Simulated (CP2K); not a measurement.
# A series of single points on MgS

System: MgS (Fm-3m, 2 atoms in the cell).
Method: Kohn-Sham DFT of a periodic cell, PBE, GTH-PBE with UZH-TZVP basis, no spin polarisation (CP2K 2026.2).

The 6 runs differ only in the geometry, by an even scaling of the cell at fixed fractional positions. The structure derives from an entry of the Crystallography Open Database.

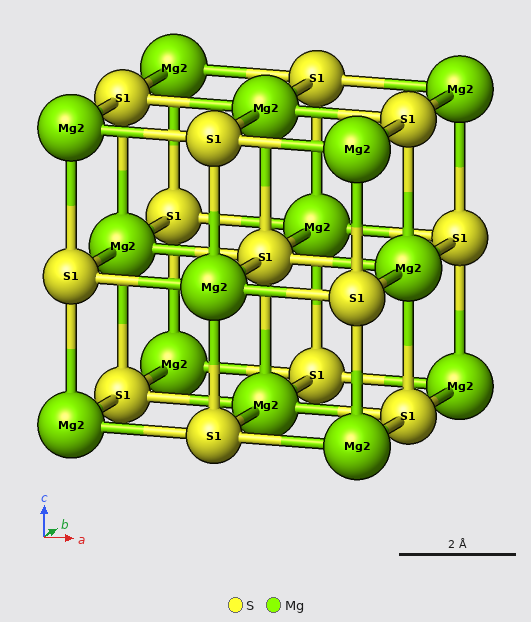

Figure 1. The structure of run 4 (ball-and-stick view of the cell 4 times as large as that of the calculation, set on its symmetry axes, seen slightly off an axis; atoms are numbered from 1 in the order of the input).

**Input of run 4**
```
&GLOBAL
  PROJECT mgs_eos
  RUN_TYPE ENERGY_FORCE
  PRINT_LEVEL LOW
&END GLOBAL
&FORCE_EVAL
  METHOD QS
  STRESS_TENSOR ANALYTICAL
  &DFT
    BASIS_SET_FILE_NAME BASIS_MOLOPT_UZH
    POTENTIAL_FILE_NAME POTENTIAL_UZH
    WFN_RESTART_FILE_NAME previous-RESTART.kp
    &MGRID
      CUTOFF 1400
      REL_CUTOFF 60
      NGRIDS 4
    &END MGRID
    &QS
      METHOD GPW
      EPS_DEFAULT 1.0E-10
    &END QS
    &KPOINTS
      SCHEME MONKHORST-PACK 9 9 9
      GAMMA_CENTERED T
      SYMMETRY T
      SYMMETRY_BACKEND SPGLIB
    &END KPOINTS
    &SCF
      SCF_GUESS RESTART
      EPS_SCF 1.0E-6
      MAX_SCF 100
      ADDED_MOS 10
      CHOLESKY OFF
      EPS_EIGVAL 1.0E-7
      &DIAGONALIZATION ON
        ALGORITHM STANDARD
      &END DIAGONALIZATION
      &MIXING ON
        METHOD BROYDEN_MIXING
        ALPHA 0.4
        BETA 1.5
        NBUFFER 8
      &END MIXING
      &SMEAR ON
        METHOD FERMI_DIRAC
        ELECTRONIC_TEMPERATURE 580.23
      &END SMEAR
    &END SCF
    &XC
      &XC_FUNCTIONAL PBE
      &END XC_FUNCTIONAL
    &END XC
    &PRINT
      &KPOINTS ON
      &END KPOINTS
      &MULLIKEN ON
      &END MULLIKEN
      &MO ON
        ENERGIES T
        OCCUPATION_NUMBERS T
        &EACH
          QS_SCF 0
        &END EACH
        ADD_LAST NUMERIC
      &END MO
    &END PRINT
  &END DFT
  &SUBSYS
    &CELL
      A 3.7036555750 0.0000000000 0.0000000000
      B 1.8518277876 3.2074598149 0.0000000000
      C 1.8518277876 1.0691532716 3.0240221140
      PERIODIC XYZ
    &END CELL
    &COORD
      SCALED
      S   0.5000000000 0.5000000000 0.5000000000
      Mg  0.0000000000 0.0000000000 0.0000000000
    &END COORD
    &KIND S
      BASIS_SET TZVP-MOLOPT-PBE-GTH-q6
      POTENTIAL GTH-PBE-q6
    &END KIND
    &KIND Mg
      BASIS_SET TZVP-MOLOPT-PBE-GTH-q10
      POTENTIAL GTH-PBE-q10
    &END KIND
    &PRINT
      &ATOMIC_COORDINATES ON
      &END ATOMIC_COORDINATES
      &CELL ON
      &END CELL
      &SYMMETRY ON
      &END SYMMETRY
    &END PRINT
  &END SUBSYS
  &PRINT
    &FORCES ON
    &END FORCES
    &STRESS_TENSOR ON
    &END STRESS_TENSOR
  &END PRINT
&END FORCE_EVAL
```

Command:
```bash
OMP_NUM_THREADS=1 cp2k.psmp -i mgs_eos.inp -o mgs_eos.out
```

Lattice vectors (Å) and fractional positions of run 4:
```
   3.703656    0.000000    0.000000
   1.851828    3.207460    0.000000
   1.851828    1.069153    3.024022
S   0.500000  0.500000  0.500000
Mg  0.000000  0.000000  0.000000
```

Run 2 differs from it as follows:
```diff
-      A 3.7036555750 0.0000000000 0.0000000000
-      B 1.8518277876 3.2074598149 0.0000000000
-      C 1.8518277876 1.0691532716 3.0240221140
+      A 3.6295625011 0.0000000000 0.0000000000
+      B 1.8147812506 3.1432933306 0.0000000000
+      C 1.8147812506 1.0477644435 2.9635253724
```

**Results, with one run withheld**

| run | volume per atom (Å³) | free energy per atom, from the lowest run given (meV) | pressure (GPa) | gap on the mesh (eV) |
| --- | --- | --- | --- | --- |
| 1 | 16.553 | 37.83 | 8.55 | 2.98 |
| 2 | 16.905 | ? | ? | ? |
| 3 | 17.257 | 12.86 | 4.41 | 2.89 |
| 4 | 17.962 | 0.91 | 1.13 | 2.81 |
| 5 | 18.314 | 0.00 | −0.28 | 2.76 |
| 6 | 18.666 | 2.04 | −1.56 | 2.72 |

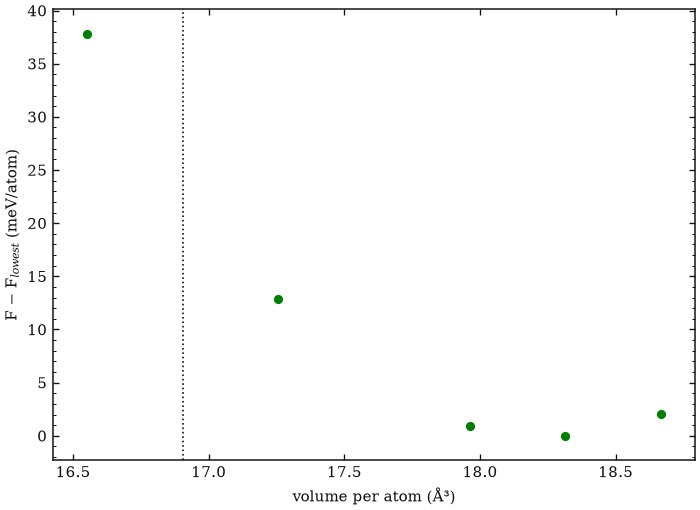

Figure 2. Free energy per atom of the runs given; the dotted line marks run 2.

What should run 2 give?

A cubic polynomial in V^(−2/3) (the Birch–Murnaghan form), fitted to the 5 runs given, misses them by at most 0.07 meV per atom. With x = V^(−2/3) − 0.14711 Å⁻², it reads F = 3.5254 + 2497.7 x + 4.0956e+05 x² − 6.341e+06 x³ (meV per atom). At run 2 it gives 23.70 meV per atom, and the run itself gives 21.37. The slope of the fit gives a pressure −dF/dV of 5.69 GPa there, and the run prints 6.46 GPa. Energies and printed pressures part between runs 2 and 3: the energies differ there by 3.4 meV per atom from what the pressures give, and by at most 0.1 in the other intervals. A smooth fit can't follow such a step, as when the grid or the electronic state changes between two volumes. The fit has its minimum at 18.253 Å³ per atom, where V d²F/dV² gives 75.3 GPa: the bulk modulus at this level, since symmetry fixes the shape and the positions. The gap on the mesh goes, without turning, from 2.98 eV in run 1 to 2.72 eV in run 6; run 2 has 2.94 eV. These are gaps of this functional on this mesh, which can miss the band edges; they aren't the measured gap.

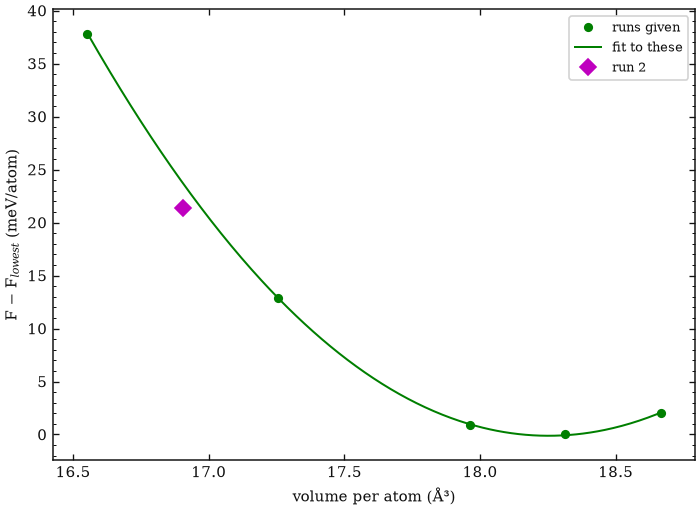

Figure 3. The fit and the withheld run.

**Some lines of the output (run 2)**
```
[...]
 MO| Band gap:            0.202674 a.u.          5.515035 eV
 MO| Band gap:            0.238369 a.u.          6.486355 eV
 MO| Band gap:            0.226886 a.u.          6.173878 eV
 MO| Band gap:            0.193423 a.u.          5.263297 eV
 MO| Band gap:            0.172092 a.u.          4.682850 eV
 MO| Band gap:            0.181275 a.u.          4.932740 eV
 MO| Band gap:            0.205308 a.u.          5.586721 eV
 MO| Band gap:            0.229559 a.u.          6.246610 eV
 MO| Band gap:            0.231108 a.u.          6.288759 eV
 MO| Band gap:            0.232474 a.u.          6.325939 eV
 MO| Band gap:            0.254692 a.u.          6.930520 eV
 MO| Band gap:            0.222779 a.u.          6.062116 eV
 MO| Band gap:            0.213120 a.u.          5.799289 eV
 MO| Band gap:            0.237239 a.u.          6.455596 eV
```
